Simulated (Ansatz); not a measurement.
## BN: a changed input and its effect

System: BN (2 atoms in the cell).
Method of the first run: DFT r2SCAN, scalar-relativistic, plane waves, PAW, no spin polarisation (Ansatz 0.2.0).

The structure derives from a Materials Project entry. Text and figures count atoms from 1; the logs count them from 0 in places.

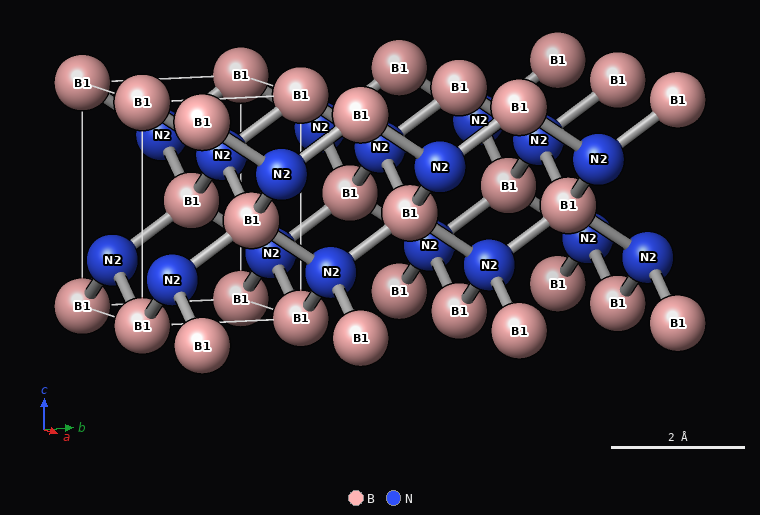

Figure 1. The structure (ball-and-stick view of the cell 2 times as large as that of the calculation, set on its symmetry axes, repeated 2 × 3 × 1, seen slightly off an axis; atoms are numbered from 1 in the order of the input). An atom can appear more than once, as a periodic image. Near neighbours in the periodic cell (some may lie outside the picture): B has 4 N at 1.53 Å; N has 4 B at 1.53 Å.

**The input, the first run**
```yaml
crystal:
  lattice:
    - [0.0, 1.8048137558, 1.6965249305]
    - [1.8048137558, 0.0, 1.6965249305]
    - [1.8048137558, 1.8048137558, 0.0]
  atoms:
    - { symbol: B, position: [0.0, 0.0, 0.0] }
    - { symbol: "N", position: [0.75, 0.75, 0.75] }
basis:
  ecutwfc: 500
kpoints:
  mp_grid: { grid: [12, 12, 12] }
hamiltonian:
  xc: r2scan
scf:
  occupations: { method: gaussian, width: 0.05 }
output:
  forces: true
  stress: true
  eigenvalues: true
```

Launched with:
```bash
ansatz run input.yaml --threads 1 --pin off --max-ram 2560MiB --backend cpu --events-out ev --progress --plain --runs-dir out
```

Hardware: 1 thread of Intel Xeon (Granite Rapids), 32 GiB of memory available, shared host.

**Output, shortened to warnings, some set-up lines, iterations and results (the first run)**
```
Basis set: ecut = 500 eV, 275 PW (Γ), exchange–correlation on 80×80×80 points (64 copies of the dense FFT grid, shifted against one another)
Symmetry: 8 space group operations
k-points: 163 of 1728 (time reversal used)
Initial density: superposition of atomic densities (neutral atoms: chi_scale 0, normalization atom), corrected by the library's trained network
[...]
SCF iter   1: F=—  HF=-543.791437 eV  |F-HF|=—  |Δ(HF+E_count)|=         —  Δρ=1.12e-2  dr2=9.39e-3  dr2_τ=3.85e-1  ethr=1.77e-3  ⟨swp⟩=4.6  Hψ=8670  notcnv=0
SCF iter   2: F=—  HF=-543.892514 eV  |F-HF|=—  |Δ(HF+E_count)|=   1.01e-1  Δρ=6.87e-3  dr2=2.06e-3  dr2_τ=1.48e-4  ethr=1.17e-4  ⟨swp⟩=2.0  Hψ=3912  notcnv=0
SCF iter   3: F=—  HF=-543.892687 eV  |F-HF|=—  |Δ(HF+E_count)|=   1.73e-4  Δρ=5.82e-4  dr2=1.40e-5  dr2_τ=2.21e-5  ethr=2.57e-5  ⟨swp⟩=3.0  Hψ=2316  notcnv=0
SCF iter   4: F=—  HF=-543.892697 eV  |F-HF|=—  |Δ(HF+E_count)|=   9.74e-6  Δρ=1.03e-4  dr2=4.13e-7  dr2_τ=6.41e-8  ethr=1.75e-7  ⟨swp⟩=2.1  Hψ=1949  notcnv=0
SCF iter   5: F=-543.892697 eV  HF=-543.892697 eV  |F-HF|=9.48e-9  |Δ(HF+E_count)|=   3.68e-7  Δρ=1.87e-5  dr2=2.30e-8  dr2_τ=1.72e-9  ethr=5.17e-9  ⟨swp⟩=2.0  Hψ=1956  …
SCF iter   6: F=-543.892697 eV  HF=-543.892697 eV  |F-HF|=1.69e-9  |Δ(HF+E_count)|=  9.15e-10  Δρ=8.08e-6  dr2=4.73e-9  dr2_τ=3.28e-10  ethr=2.87e-10  ⟨swp⟩=2.3  Hψ=5037  …
SCF 1 converged in 6 iterations: F = -543.892697 eV  dr2 = 4.73e-9
SCF converged after 6 iterations
Free energy (F): -543.892697 eV
Harris-Foulkes:  -543.892697 eV  (|F-HF|=1.69e-9)
Internal energy: -543.892697 eV  (E = F + TS)
E sigma→0 (E₀):  -543.892697 eV
Fermi energy:    14.478606 eV
--- Per-component energies (eV) ---
  E_band       = 28.067020
  E_kinetic    = 189.976528
  E_local      = -168.418197  (includes V_loc(G=0)·N_el)
  E_nonlocal   = 56.487875
  E_hartree    = 47.862639
  E_xc         = -93.283084
  E_vxc        = -129.144214  (∫ρ·V_xc dr)
  E_paw        = -209.882096  (= ΣΔE_a)
  E_vpaw       = -23.610732  (= ΣTr[D̂ρ^β])
  E_aug_tail   = 0.000021  (compensation charges beyond the density's cutoff)
  E_vtau       = 7.049827  (kinetic-family band-sum trace: ∫τ·v_τ [+ j·A + Jᵃ·Aᵃ] dr)
  E_ewald      = -366.588377
  E_core_change = -0.048007  (= ΣΔE_core)
  E_smearing   = -0.000000  (= −TS)
  E_closure    = 0.000000  (closes the sum)
  Σ components = -543.892697   (vs F -543.892697, Δ=0.00e0)
--- Forces (eV/Å), atoms counted from 1 ---
  atom   1  B      0.00000000    -0.00000000     0.00000000
  atom   2  N     -0.00000000     0.00000000    -0.00000000
  max |Σ_I F_I| component: 8.19e-16 eV/Å
--- Stress (GPa, compression-positive) ---
       14.194615      -0.000000      -0.000000
       -0.000000      14.194615      -0.000000
       -0.000000      -0.000000      52.847735
  P = ⅓ Tr σ = 27.0790 GPa (270.790 kbar)
```

For the second run the input was changed thus:
```diff
-    - [0.0, 1.8048137558, 1.6965249305]
-    - [1.8048137558, 0.0, 1.6965249305]
+    - [0.0, 1.8048137558, 1.8318859621]
+    - [1.8048137558, 0.0, 1.8318859621]
```

What does this change do to the results?

With the same functional and potentials, the second run lies 53.6 meV per atom lower. The gap on the mesh goes from 3.95 to 4.85 eV. The pressure goes from 27.08 to −5.65 GPa. The volume per atom goes from 5.53 to 5.97 Å³. The number of SCF iterations is the same. The plane waves at Γ go from 275 to 315.

**Output, shortened to warnings, some set-up lines, iterations and results (the second run)**
```
Basis set: ecut = 500 eV, 315 PW (Γ), exchange–correlation on 80×80×80 points (64 copies of the dense FFT grid, shifted against one another)
Symmetry: 8 space group operations
k-points: 163 of 1728 (time reversal used)
Initial density: superposition of atomic densities (neutral atoms: chi_scale 0, normalization atom), corrected by the library's trained network
[...]
SCF iter   1: F=—  HF=-543.909668 eV  |F-HF|=—  |Δ(HF+E_count)|=         —  Δρ=1.18e-2  dr2=1.27e-2  dr2_τ=3.16e-1  ethr=1.77e-3  ⟨swp⟩=4.6  Hψ=8627  notcnv=0
SCF iter   2: F=—  HF=-543.999654 eV  |F-HF|=—  |Δ(HF+E_count)|=   9.00e-2  Δρ=6.47e-3  dr2=1.81e-3  dr2_τ=2.47e-4  ethr=1.59e-4  ⟨swp⟩=2.0  Hψ=3912  notcnv=0
SCF iter   3: F=—  HF=-543.999910 eV  |F-HF|=—  |Δ(HF+E_count)|=   2.56e-4  Δρ=1.73e-3  dr2=1.32e-4  dr2_τ=3.01e-5  ethr=2.27e-5  ⟨swp⟩=1.8  Hψ=1590  notcnv=0
SCF iter   4: F=—  HF=-543.999927 eV  |F-HF|=—  |Δ(HF+E_count)|=   1.70e-5  Δρ=1.74e-4  dr2=2.04e-6  dr2_τ=2.03e-7  ethr=1.65e-6  ⟨swp⟩=2.0  Hψ=1956  notcnv=0
SCF iter   5: F=—  HF=-543.999928 eV  |F-HF|=—  |Δ(HF+E_count)|=   1.02e-6  Δρ=6.72e-5  dr2=4.36e-7  dr2_τ=1.94e-8  ethr=2.55e-8  ⟨swp⟩=2.6  Hψ=1946  notcnv=0
SCF iter   6: F=-543.999928 eV  HF=-543.999928 eV  |F-HF|=3.55e-9  |Δ(HF+E_count)|=   1.64e-8  Δρ=1.22e-5  dr2=1.33e-8  dr2_τ=2.91e-10  ethr=1.25e-9  ⟨swp⟩=5.0  Hψ=6520  …
SCF 1 converged in 6 iterations: F = -543.999928 eV  dr2 = 1.33e-8
SCF converged after 6 iterations
Free energy (F): -543.999928 eV
Harris-Foulkes:  -543.999928 eV  (|F-HF|=3.55e-9)
Internal energy: -543.999928 eV  (E = F + TS)
E sigma→0 (E₀):  -543.999928 eV
Fermi energy:    13.316810 eV
--- Per-component energies (eV) ---
  E_band       = 21.039122
  E_kinetic    = 185.268299
  E_local      = -176.185999  (includes V_loc(G=0)·N_el)
  E_nonlocal   = 55.754184
  E_hartree    = 49.894728
  E_xc         = -92.143487
  E_vxc        = -127.525219  (∫ρ·V_xc dr)
  E_paw        = -209.387729  (= ΣΔE_a)
  E_vpaw       = -23.049520  (= ΣTr[D̂ρ^β])
  E_aug_tail   = 0.000020  (compensation charges beyond the density's cutoff)
  E_vtau       = 6.989207  (kinetic-family band-sum trace: ∫τ·v_τ [+ j·A + Jᵃ·Aᵃ] dr)
  E_ewald      = -357.151937
  E_core_change = -0.048007  (= ΣΔE_core)
  E_smearing   = -0.000000  (= −TS)
  E_closure    = -0.000000  (closes the sum)
  Σ components = -543.999928   (vs F -543.999928, Δ=0.00e0)
--- Forces (eV/Å), atoms counted from 1 ---
  atom   1  B      0.00000000    -0.00000000     0.00000000
  atom   2  N     -0.00000000     0.00000000     0.00000000
  max |Σ_I F_I| component: 5.69e-16 eV/Å
--- Stress (GPa, compression-positive) ---
       -2.409061      -0.000000      -0.000000
        0.000000      -2.409061      -0.000000
       -0.000000      -0.000000     -12.118760
  P = ⅓ Tr σ = -5.6456 GPa (-56.456 kbar)
```

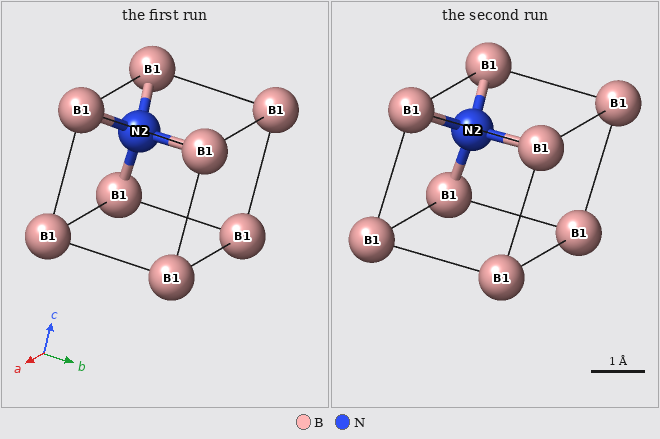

Figure 2. The two input geometries at one scale (ball-and-stick view of the reduced cell, seen at an oblique angle). The atoms keep their places relative to the cell (all moves are under 0.005 Å). The volume changes by +8.0 %, with a = b = c 2.477 → 2.572 Å (+3.8 %), α 93.5° → 89.1°, β 118.0° → 120.5°, γ 118.0° → 120.5°. Among the contacts that change: B1–N2 1.532 → 1.571 Å.

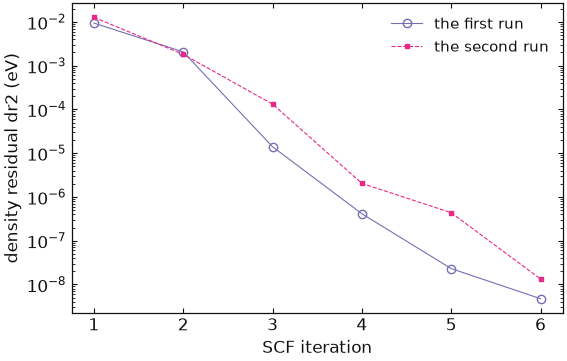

Figure 3. Convergence of the two runs: density residual dr2 against the SCF iteration. The first run takes 6 iterations in all, and the second run takes 6.

**The two runs side by side**

```tsv
quantity	the first run	the second run
outcome	converged	converged
free energy per atom (eV)	−271.9463	−272.0000
gap on the mesh (eV)	3.95	4.85
pressure (GPa)	27.08	−5.65
volume per atom (Å³)	5.53	5.97
largest force (eV/Å)	0.000	0.000
SCF iterations	6	6
irreducible k-points	163	163
plane waves at Γ	275	315
wall time (shared host)	1.8 s	1.7 s
```
